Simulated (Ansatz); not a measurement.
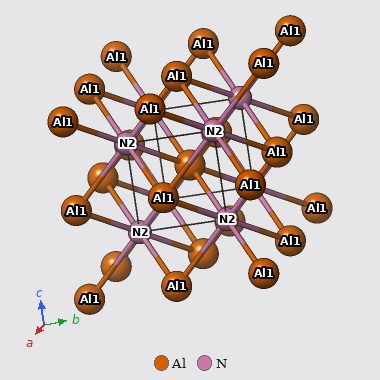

Two computed energy maps of cells of AlN. The picture above is the structure of the first map.

Map 1

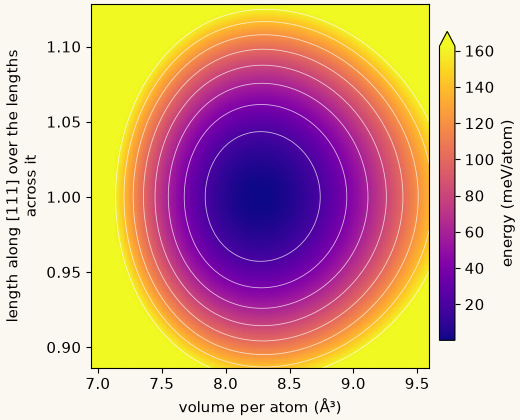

AlN (Fm-3m, No. 225; 2 atoms in the cell). 
- The energy is mapped over volume and the cell's shape.
- First axis: volume per atom. Second axis: length along [111] over the lengths across it, relative to the cubic cell.
- Nothing is relaxed (symmetry fixes all fractional coordinates).
- The scan uses a 7 × 7 grid.
- Points are written as (first, second).
- Energies are in meV/atom, from the lowest grid point.
- Computed with Ansatz 0.2.0, DFT PBEsol, scalar-relativistic, plane waves, PAW. Settings: cutoff 520 eV, k-mesh 10×10×10, gaussian smearing 0.05 eV, no spin polarisation.

Drawn: a smooth colour map with a few white contour lines, one colour for all values above the top of the scale. Between grid points the surface is interpolated.

Map 2

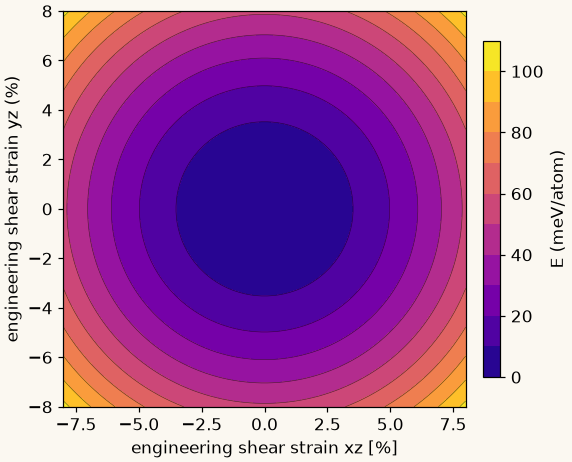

AlN (Fm-3m, No. 225; 2 atoms in the cell). The energy is mapped over two homogeneous strains (x, y and z along the cube axes). First axis: engineering shear strain xz. Second axis: engineering shear strain yz. Nothing is relaxed (symmetry fixes all fractional coordinates). Grid: 9 × 9 points; 15 points were computed and 66 follow by symmetry. Points are written as (first, second). Energies are in meV/atom, from the lowest grid point. This map comes from Ansatz 0.2.0, DFT PBEsol, scalar-relativistic, plane waves, PAW. Settings: cutoff 520 eV, k-mesh 10×10×10, gaussian smearing 0.05 eV, no spin polarisation.

The picture shows filled contours. Between grid points the surface is interpolated.

Question: Summarise the maps one by one.

Answer: Map 1: The lowest grid point is at (8.27 Å³, 1.000). It is the only kind of minimum in the scanned range. The highest grid point, (6.95 Å³, 1.128), lies 410 meV/atom above the lowest. Round the minimum the two coordinates are nearly uncoupled. The gap on the k-mesh is 4.5 eV at the lowest point and runs from 1.8 to 5.0 eV over the map.
Map 2: The lowest grid point is at (0 %, 0 %). It is the only kind of minimum in the scanned range. The highest grid point, (−8 %, −8 %), lies 103 meV/atom above the lowest. Round the minimum the contours are nearly round: the two directions are equally stiff and uncoupled. The gap on the k-mesh is 4.5 eV at the lowest point and runs from 2.8 to 4.5 eV over the map.

Question: Maps 1, 2 start from a relaxed reference structure. Do they show a way to lower its energy?

Answer: No. In each of them the reference is the lowest point, within the accuracy of the grid, so it is stable against the distortions scanned (other distortions weren't tried).

PAW datasets: the set soft_1.
